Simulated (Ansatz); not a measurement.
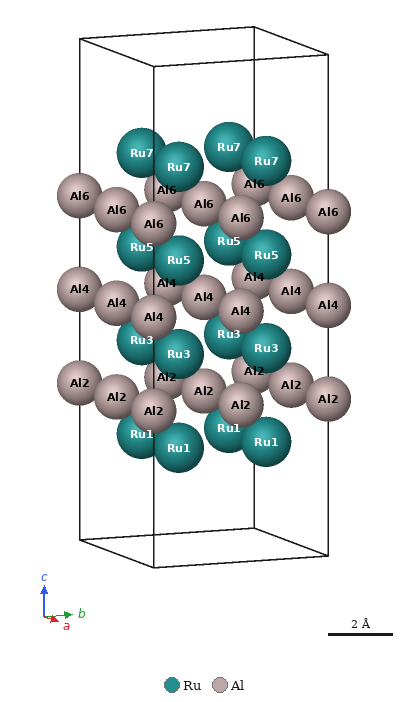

The starting structure (spheres-only view of the 2 × 2 repeat of the cell, with the vacuum cut short, seen slightly off an axis; atoms are numbered from 1 in the order of the input). An atom can appear more than once, as a periodic image.

# Geometry relaxation of Al₃Ru₄ (part 1 of 2)

System: Al₃Ru₄ (slab, 7 atoms in the cell).
Method: DFT PBEsol, scalar-relativistic, plane waves, PAW, no spin polarisation (Ansatz 0.2.0).

The structure derives from an entry of the Crystallography Open Database. The input holds or restrains some coordinates. Forces given for the steps count only the free coordinates. It belongs to a series of runs on one base structure; here: clean slab, lower half held. Figures and captions count atoms from 1; the log counts them from 0 in places.

**Input file**
```yaml
crystal:
  lattice:
    - [2.9764078225, 0.0, 0.0]
    - [0.0, 2.9764078225, 0.0]
    - [0.0, 0.0, 25.9292234676]
  atoms:
    - { symbol: Ru, position: [0.5, 0.5, 0.3278154477] }
    - { symbol: Al, position: [0.0, 0.0, 0.3852102985] }
    - { symbol: Ru, position: [0.5, 0.5, 0.4426051492] }
    - { symbol: Al, position: [0.0, 0.0, 0.5] }
    - { symbol: Ru, position: [0.5, 0.5, 0.5573948508] }
    - { symbol: Al, position: [0.0, 0.0, 0.6147897015] }
    - { symbol: Ru, position: [0.5, 0.5, 0.6721845523] }
basis:
  ecutwfc: 420
kpoints:
  mp_grid: { grid: [10, 10, 1] }
hamiltonian:
  xc: pbesol
scf:
  occupations: { method: gaussian, width: 0.1 }
output:
  forces: true
  eigenvalues: true
  write_density: true
  write_potential: true
  elf: true
  volumetric_format: npy
relax:
  adjacent_minimum: "off"
  f_tol: 0.03
  max_steps: 70
  constraints: [{ sites: [0, 1, 2] }]
efield:
  axis: 3
  dipole_correction: true
  ramp_width: 0.04
```

Run on 2 threads of AMD EPYC (Zen 3), 32 GiB of memory available, shared host.

Launched with:
```bash
ansatz run input.yaml --threads 2 --pin off --max-ram 5120MiB --backend cpu --events-out ev --progress --plain --runs-dir out
```

**Log**
```
Engine: ansatz 0.2.0, x86_64-unknown-linux-gnu
Pseudopotentials: kind: paw
Pseudopotential: Ru, paw, valence charge 16, recommended cutoff 420 eV (normal), Ru.paw.azcp
Pseudopotential: Al, paw, valence charge 3, recommended cutoff 420 eV (normal), Al.paw.azcp
Functional definition: PBEsol
  exchange = pbesol_x
  correlation = pbesol_c
Crystal: 7 atoms, lattice volume = 229.707 Å³
Basis set: ecut = 420 eV, 4331 PW (Γ), exchange–correlation on 40×40×360 points (8 copies of the dense FFT grid, shifted against one another)
Bands: 44, of which v1, the nominal top of the filled ones, is band 37 counted from 1 (36 counted from 0)
Symmetry: 8 space group operations
k-points: 21 of 100
Non-local potential: Ru, projectors of the file, l = 0: 3, l = 1: 2, l = 2: 2, l = 3: 1
Non-local potential: Al, projectors of the file, l = 0: 2, l = 1: 2, l = 2: 1
PAW form: soft (Blöchl's): semilocal exchange-correlation on the pseudo side does not see the compensation charge
PAW frozen core: Ru, regenerated for the run's functional, and the local potential with it (the file was generated under x = pbe(κ = 0.804, μ = 0.2195149727645171), c = pbe(β = 0.06672455060314922))
PAW frozen core: Al, regenerated for the run's functional, and the local potential with it (the file was generated under x = pbe(κ = 0.804, μ = 0.2195149727645171), c = pbe(β = 0.06672455060314922))
PAW one-centre angular grid: Ru, 590 points (default); XC on 64 Gauss nodes
PAW one-centre angular grid: Al, 110 points (default); XC on 64 Gauss nodes
Initial density: superposition of atomic densities (neutral atoms: chi_scale 0, normalization atom), corrected by the library's trained network
Initial wavefunctions: pseudopotential atomic-orbital guess
Functional: x = pbesol(κ = 0.804, μ = 0.12345679012345678), c = pbesol(β = 0.046)
SCF iter   1: F=—  HF=-24839.046849 eV  |F-HF|=—  |Δ(HF+E_count)|=         —  Δρ=1.05e-2  dr2=9.39e-1  ethr=1.77e-3  p=0.000 e·Å  D=1.35e-13 V/Å  ΔV_dip=-0.00 eV  dr2_dipole=1.92e-6  V_vac-E_F(+/−)=4.36/4.36 eV  ⟨swp⟩=9.1  Hψ=4405  notcnv=0
efield: sawtooth ramp at fractional position 0.9800 (placed from the atoms, in the widest stretch of the axis that holds none; the zero of the levels goes with the place), width 0.0400; the density the first Hamiltonian is built on has a dipole p = 0.000 e·Å; the dipole correction subtracts the counter field D = 1.35e-13 V/Å, which shifts the + side's vacuum level by -0.00 eV against the − side's; the planar-averaged density in the ramp window peaks in size at 5.5e-5 e/Å³
preconditioner: auto → LDOS  [metal: Δε(μ)=0.082 eV  Ē_g=4.713 eV  σ=0.100 eV  W_gap=0.41  n_scr=46 (ndim 8)  ℏωp=15.7 eV  f_vac=0.521  D(μ)=6.01/eV (n_scr^D=36)  β→1.0]
SCF iter   2: F=—  HF=-24839.029396 eV  |F-HF|=—  |Δ(HF+E_count)|=   1.75e-2  Δρ=8.02e-3  dr2=2.84e-1  ethr=1.29e-3  p=-0.000 e·Å  D=-9.56e-5 V/Å  ΔV_dip=0.00 eV  dr2_dipole=4.06e-6  V_vac-E_F(+/−)=4.65/4.64 eV  ⟨swp⟩=2.2  Hψ=1522  notcnv=0  defer=31
SCF iter   3: F=—  HF=-24838.999954 eV  |F-HF|=—  |Δ(HF+E_count)|=   2.94e-2  Δρ=1.33e-3  dr2=6.07e-3  ethr=3.90e-4  p=-0.000 e·Å  D=-4.98e-6 V/Å  ΔV_dip=0.00 eV  dr2_dipole=4.04e-7  V_vac-E_F(+/−)=4.48/4.48 eV  ⟨swp⟩=2.0  Hψ=1373  notcnv=0  defer=32
SCF iter   4: F=—  HF=-24838.998882 eV  |F-HF|=—  |Δ(HF+E_count)|=   1.07e-3  Δρ=2.86e-4  dr2=2.36e-4  ethr=8.32e-6  p=-0.000 e·Å  D=-1.09e-5 V/Å  ΔV_dip=0.00 eV  dr2_dipole=1.79e-8  V_vac-E_F(+/−)=4.50/4.50 eV  ⟨swp⟩=2.9  Hψ=1516  notcnv=0  defer=29
SCF iter   5: F=—  HF=-24838.998944 eV  |F-HF|=—  |Δ(HF+E_count)|=   6.12e-5  Δρ=1.24e-4  dr2=9.10e-5  ethr=3.23e-7  p=-0.000 e·Å  D=-4.67e-6 V/Å  ΔV_dip=0.00 eV  dr2_dipole=1.36e-9  V_vac-E_F(+/−)=4.50/4.50 eV  ⟨swp⟩=2.9  Hψ=1688  notcnv=0  defer=28
SCF iter   6: F=-24838.998946 eV  HF=-24838.998945 eV  |F-HF|=1.77e-6  |Δ(HF+E_count)|=   8.52e-7  Δρ=3.91e-5  dr2=3.97e-6  ethr=3.08e-8  p=-0.000 e·Å  D=-1.64e-6 V/Å  ΔV_dip=0.00 eV  dr2_dipole=6.21e-11  V_vac-E_F(+/−)=4.50/4.50 eV  ⟨swp⟩=21.6  Hψ=10088  notcnv=0
SCF 1 converged in 6 iterations: F = -24838.998946 eV  dr2 = 3.97e-6
  greatest PAW one-centre occupation: 0.999 electrons in one spin orbital (limit 2), on the Ru atom at site 6 (counted from 0), in its partial waves of l = 0
relax step   1: F+E_penalty+E_count = -24838.99894635 eV  Δ(F+E_penalty+E_count) = +0.000e0 eV  max|allowed force component| = 6.669e-1 eV/Å  Δτ_max = 0.0000 Å  (6 SCF iters, dr2 threshold 2.25e-5 eV, accepted)
Initial density: handed on by an earlier stage of this run
Initial wavefunctions: those handed on with the density
SCF iter   1: F=—  HF=-24839.121941 eV  |F-HF|=—  |Δ(HF+E_count)|=         —  Δρ=1.51e-2  dr2=3.94e0  ethr=3.10e-3  p=-0.000 e·Å  D=-1.47e-6 V/Å  ΔV_dip=0.00 eV  dr2_dipole=1.66e0  V_vac-E_F(+/−)=4.48/4.48 eV  ⟨swp⟩=4.2  Hψ=2170  notcnv=0  defer=28
efield: sawtooth ramp at fractional position 0.9800 (handed on by an earlier solve), width 0.0400; the density the first Hamiltonian is built on has a dipole p = -0.000 e·Å; the dipole correction subtracts the counter field D = -1.47e-6 V/Å, which shifts the + side's vacuum level by +0.00 eV against the − side's; the planar-averaged density in the ramp window peaks in size at 1.3e-6 e/Å³
preconditioner: auto → LDOS  [metal: Δε(μ)=0.022 eV  Ē_g=4.855 eV  σ=0.100 eV  W_gap=0.12  n_scr=46 (ndim 8)  ℏωp=15.7 eV  f_vac=0.527  D(μ)=6.51/eV (n_scr^D=46)  β→1.0]
SCF iter   2: F=—  HF=-24839.067989 eV  |F-HF|=—  |Δ(HF+E_count)|=   5.40e-2  Δρ=7.75e-3  dr2=3.35e-1  ethr=3.10e-3  p=0.015 e·Å  D=1.16e-2 V/Å  ΔV_dip=-0.30 eV  dr2_dipole=4.48e-2  V_vac-E_F(+/−)=4.23/4.53 eV  ⟨swp⟩=2.2  Hψ=1287  notcnv=0  defer=30
SCF iter   3: F=—  HF=-24839.039307 eV  |F-HF|=—  |Δ(HF+E_count)|=   2.87e-2  Δρ=2.56e-3  dr2=4.85e-2  ethr=4.59e-4  p=0.004 e·Å  D=2.96e-3 V/Å  ΔV_dip=-0.08 eV  dr2_dipole=3.14e-4  V_vac-E_F(+/−)=4.44/4.52 eV  ⟨swp⟩=2.3  Hψ=1479  notcnv=0  defer=32
SCF iter   4: F=—  HF=-24839.032309 eV  |F-HF|=—  |Δ(HF+E_count)|=   7.00e-3  Δρ=4.84e-4  dr2=5.76e-4  ethr=6.65e-5  p=0.005 e·Å  D=4.30e-3 V/Å  ΔV_dip=-0.11 eV  dr2_dipole=5.44e-5  V_vac-E_F(+/−)=4.41/4.52 eV  ⟨swp⟩=2.5  Hψ=1401  notcnv=0  defer=31
SCF iter   5: F=—  HF=-24839.032140 eV  |F-HF|=—  |Δ(HF+E_count)|=   1.69e-4  Δρ=1.78e-4  dr2=1.07e-4  ethr=7.89e-7  p=0.005 e·Å  D=3.62e-3 V/Å  ΔV_dip=-0.09 eV  dr2_dipole=4.46e-6  V_vac-E_F(+/−)=4.42/4.51 eV  ⟨swp⟩=3.0  Hψ=1741  notcnv=0  defer=30
SCF iter   6: F=-24839.032217 eV  HF=-24839.032215 eV  |F-HF|=1.68e-6  |Δ(HF+E_count)|=   7.48e-5  Δρ=8.09e-5  dr2=1.96e-5  ethr=3.81e-8  p=0.004 e·Å  D=3.08e-3 V/Å  ΔV_dip=-0.08 eV  dr2_dipole=4.83e-8  V_vac-E_F(+/−)=4.43/4.51 eV  ⟨swp⟩=22.4  Hψ=10360  notcnv=0
SCF 2 converged in 6 iterations: F = -24839.032217 eV  dr2 = 1.96e-5
relax step   2: F+E_penalty+E_count = -24839.03221693 eV  Δ(F+E_penalty+E_count) = -3.327e-2 eV  max|allowed force component| = 1.172e-1 eV/Å  Δτ_max = 0.1777 Å  (6 SCF iters, dr2 threshold 2.78e-5 eV, accepted)
iter 1 solved again at ethr=5.05e-4 eV; its pass at ethr=3.10e-3 eV (dr2=3.69e-1 eV) is discarded
SCF iter   1: F=—  HF=-24839.043700 eV  |F-HF|=—  |Δ(HF+E_count)|=         —  Δρ=4.35e-3  dr2=3.73e-1  ethr=5.05e-4  p=0.004 e·Å  D=3.08e-3 V/Å  ΔV_dip=-0.08 eV  dr2_dipole=1.43e-1  V_vac-E_F(+/−)=4.44/4.52 eV  ⟨swp⟩=1.3  Hψ=2481  notcnv=0  defer=31
efield: sawtooth ramp at fractional position 0.9800 (handed on by an earlier solve), width 0.0400; the density the first Hamiltonian is built on has a dipole p = 0.004 e·Å; the dipole correction subtracts the counter field D = 3.08e-3 V/Å, which shifts the + side's vacuum level by -0.08 eV against the − side's; the planar-averaged density in the ramp window peaks in size at 1.0e-6 e/Å³
preconditioner: auto → LDOS  [metal: Δε(μ)=0.030 eV  Ē_g=4.788 eV  σ=0.100 eV  W_gap=0.17  n_scr=46 (ndim 8)  ℏωp=15.7 eV  f_vac=0.525  D(μ)=6.99/eV (n_scr^D=54)  β→1.0]
SCF iter   2: F=—  HF=-24839.037385 eV  |F-HF|=—  |Δ(HF+E_count)|=   6.31e-3  Δρ=1.56e-3  dr2=6.48e-3  ethr=5.05e-4  p=0.002 e·Å  D=1.38e-3 V/Å  ΔV_dip=-0.04 eV  dr2_dipole=7.20e-6  V_vac-E_F(+/−)=4.48/4.51 eV  ⟨swp⟩=1.7  Hψ=939  notcnv=0  defer=31
SCF iter   3: F=—  HF=-24839.036976 eV  |F-HF|=—  |Δ(HF+E_count)|=   4.09e-4  Δρ=1.09e-3  dr2=5.65e-3  ethr=8.87e-6  p=0.003 e·Å  D=2.16e-3 V/Å  ΔV_dip=-0.06 eV  dr2_dipole=7.79e-5  V_vac-E_F(+/−)=4.46/4.51 eV  ⟨swp⟩=3.0  Hψ=2012  notcnv=0  defer=31
SCF iter   4: F=—  HF=-24839.036009 eV  |F-HF|=—  |Δ(HF+E_count)|=   9.67e-4  Δρ=4.06e-4  dr2=4.27e-4  ethr=7.74e-6  p=0.003 e·Å  D=1.99e-3 V/Å  ΔV_dip=-0.05 eV  dr2_dipole=1.30e-5  V_vac-E_F(+/−)=4.46/4.51 eV  ⟨swp⟩=2.1  Hψ=1241  notcnv=0  defer=31
SCF iter   5: F=—  HF=-24839.035938 eV  |F-HF|=—  |Δ(HF+E_count)|=   7.08e-5  Δρ=6.78e-5  dr2=2.56e-5  ethr=5.84e-7  p=0.003 e·Å  D=2.02e-3 V/Å  ΔV_dip=-0.05 eV  dr2_dipole=1.47e-6  V_vac-E_F(+/−)=4.46/4.51 eV  ⟨swp⟩=2.0  Hψ=1408  notcnv=0  defer=31
SCF iter   6: F=—  HF=-24839.035654 eV  |F-HF|=—  |Δ(HF+E_count)|=   2.84e-4  Δρ=1.54e-5  dr2=9.56e-7  ethr=3.51e-8  p=0.003 e·Å  D=2.05e-3 V/Å  ΔV_dip=-0.05 eV  dr2_dipole=8.53e-9  V_vac-E_F(+/−)=4.46/4.51 eV  ⟨swp⟩=2.0  Hψ=1488  notcnv=0  defer=31
SCF iter   7: F=—  HF=-24839.035654 eV  |F-HF|=—  |Δ(HF+E_count)|=   5.67e-7  Δρ=4.88e-6  dr2=1.04e-7  ethr=1.37e-10  p=0.003 e·Å  D=2.09e-3 V/Å  ΔV_dip=-0.05 eV  dr2_dipole=8.24e-9  V_vac-E_F(+/−)=4.46/4.51 eV  ⟨swp⟩=20.9  Hψ=8890  notcnv=0
iter 8 did not close the SCF: its close was put off until two iterations running show no level that it waits for move by more than its bar (scf_convergence_deferred on its scf_iter line)
SCF iter   8: F=-24839.035654 eV  HF=-24839.035654 eV  |F-HF|=4.77e-8  |Δ(HF+E_count)|=   3.41e-8  Δρ=2.15e-6  dr2=3.08e-8  ethr=1.37e-10  p=0.003 e·Å  D=2.11e-3 V/Å  ΔV_dip=-0.05 eV  dr2_dipole=2.42e-9  V_vac-E_F(+/−)=4.46/4.51 eV  ⟨swp⟩=12.1  Hψ=7040  notcnv=0
SCF iter   9: F=-24839.035654 eV  HF=-24839.035654 eV  |F-HF|=2.26e-8  |Δ(HF+E_count)|=   4.54e-8  Δρ=6.95e-7  dr2=2.73e-9  ethr=4.22e-11  p=0.003 e·Å  D=2.12e-3 V/Å  ΔV_dip=-0.06 eV  dr2_dipole=1.60e-10  V_vac-E_F(+/−)=4.45/4.51 eV  ⟨swp⟩=9.8  Hψ=6796  notcnv=0
SCF 3 converged in 9 iterations: F = -24839.035654 eV  dr2 = 2.73e-9
relax step   3: F+E_penalty+E_count = -24839.03565423 eV  Δ(F+E_penalty+E_count) = -3.437e-3 eV  max|allowed force component| = 5.729e-2 eV/Å  Δτ_max = 0.0395 Å  (9 SCF iters, accepted)
SCF iter   1: F=—  HF=-24839.036330 eV  |F-HF|=—  |Δ(HF+E_count)|=         —  Δρ=7.02e-4  dr2=7.54e-3  ethr=7.17e-5  p=0.003 e·Å  D=2.12e-3 V/Å  ΔV_dip=-0.06 eV  dr2_dipole=2.07e-3  V_vac-E_F(+/−)=4.46/4.51 eV  ⟨swp⟩=1.5  Hψ=1273  notcnv=0  defer=9
efield: sawtooth ramp at fractional position 0.9800 (handed on by an earlier solve), width 0.0400; the density the first Hamiltonian is built on has a dipole p = 0.003 e·Å; the dipole correction subtracts the counter field D = 2.12e-3 V/Å, which shifts the + side's vacuum level by -0.06 eV against the − side's; the planar-averaged density in the ramp window peaks in size at 7.4e-7 e/Å³
preconditioner: auto → LDOS  [metal: Δε(μ)=0.014 eV  Ē_g=4.796 eV  σ=0.100 eV  W_gap=0.08  n_scr=46 (ndim 8)  ℏωp=15.7 eV  f_vac=0.526  D(μ)=6.68/eV (n_scr^D=46)  β→1.0]
SCF iter   2: F=—  HF=-24839.036112 eV  |F-HF|=—  |Δ(HF+E_count)|=   2.18e-4  Δρ=2.16e-4  dr2=7.08e-4  ethr=1.03e-5  p=0.003 e·Å  D=2.11e-3 V/Å  ΔV_dip=-0.05 eV  dr2_dipole=1.55e-4  V_vac-E_F(+/−)=4.46/4.51 eV  ⟨swp⟩=1.1  Hψ=1094  notcnv=0  defer=13
SCF iter   3: F=—  HF=-24839.036140 eV  |F-HF|=—  |Δ(HF+E_count)|=   2.80e-5  Δρ=9.83e-5  dr2=9.67e-5  ethr=9.70e-7  p=0.003 e·Å  D=2.07e-3 V/Å  ΔV_dip=-0.05 eV  dr2_dipole=5.60e-6  V_vac-E_F(+/−)=4.46/4.51 eV  ⟨swp⟩=2.2  Hψ=1299  notcnv=0  defer=13
SCF iter   4: F=—  HF=-24839.035840 eV  |F-HF|=—  |Δ(HF+E_count)|=   2.99e-4  Δρ=2.32e-5  dr2=7.97e-6  ethr=1.32e-7  p=0.003 e·Å  D=2.08e-3 V/Å  ΔV_dip=-0.05 eV  dr2_dipole=2.15e-6  V_vac-E_F(+/−)=4.46/4.51 eV  ⟨swp⟩=2.2  Hψ=1348  notcnv=0  defer=13
SCF iter   5: F=—  HF=-24839.035841 eV  |F-HF|=—  |Δ(HF+E_count)|=   4.99e-7  Δρ=6.93e-6  dr2=2.65e-7  ethr=1.09e-8  p=0.003 e·Å  D=2.10e-3 V/Å  ΔV_dip=-0.05 eV  dr2_dipole=1.05e-8  V_vac-E_F(+/−)=4.46/4.51 eV  ⟨swp⟩=2.0  Hψ=1223  notcnv=0  defer=13
SCF iter   6: F=-24839.035842 eV  HF=-24839.035842 eV  |F-HF|=1.14e-7  |Δ(HF+E_count)|=   9.25e-7  Δρ=1.68e-6  dr2=1.13e-8  ethr=1.37e-10  p=0.003 e·Å  D=2.11e-3 V/Å  ΔV_dip=-0.05 eV  dr2_dipole=2.01e-9  V_vac-E_F(+/−)=4.46/4.51 eV  ⟨swp⟩=17.3  Hψ=7927  notcnv=0
SCF 4 converged in 6 iterations: F = -24839.035842 eV  dr2 = 1.13e-8
relax step   4: F+E_penalty+E_count = -24839.03584192 eV  Δ(F+E_penalty+E_count) = -1.877e-4 eV  max|allowed force component| = 6.311e-3 eV/Å  Δτ_max = 0.0057 Å  (6 SCF iters, accepted)
```

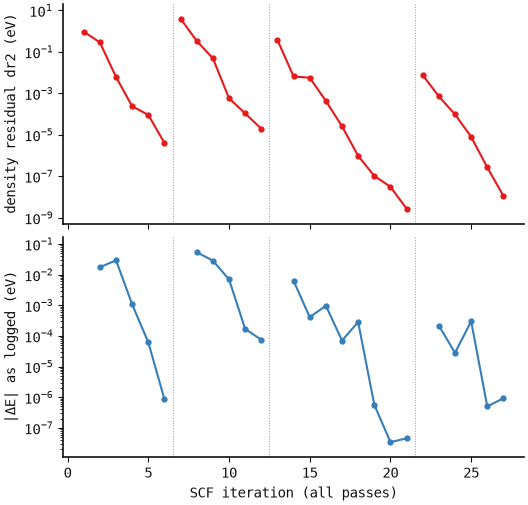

Convergence of the self-consistent field: density residual dr2 and size of the energy change against the SCF iteration. The dotted lines part the SCF passes of the relaxation: geometry steps, rejected trials and re-solves on a re-selected basis. The passes take 6, 6, 9 and 6 iterations.

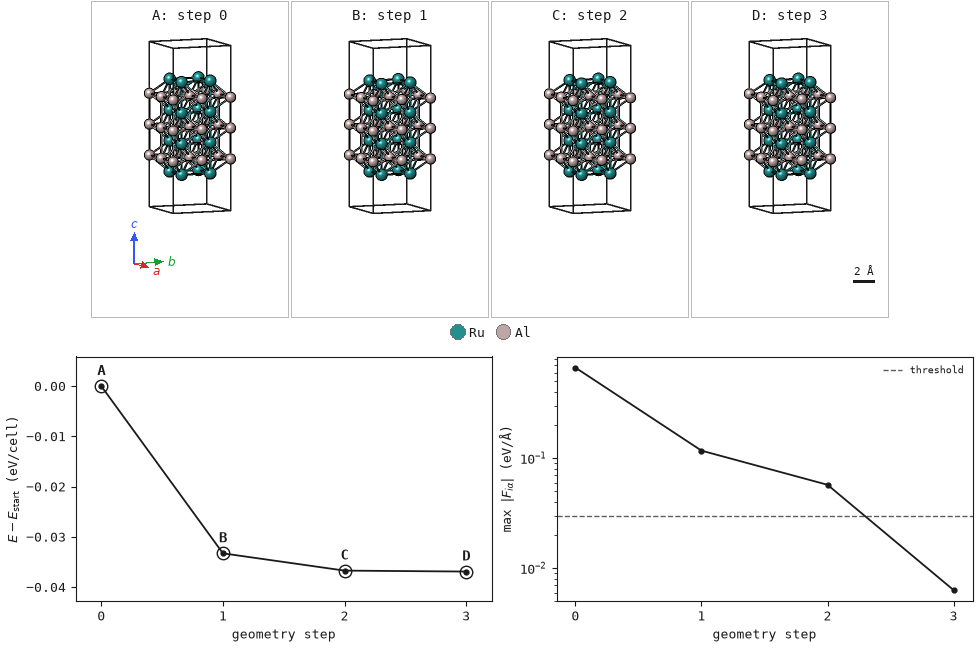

Frames of the restrained relaxation (ball-and-stick view of the 2 × 2 repeat of the cell, with the vacuum cut short, seen slightly off an axis) above the curves, on which the letters mark them (the first geometry is step 0 here and step 1 in the log).
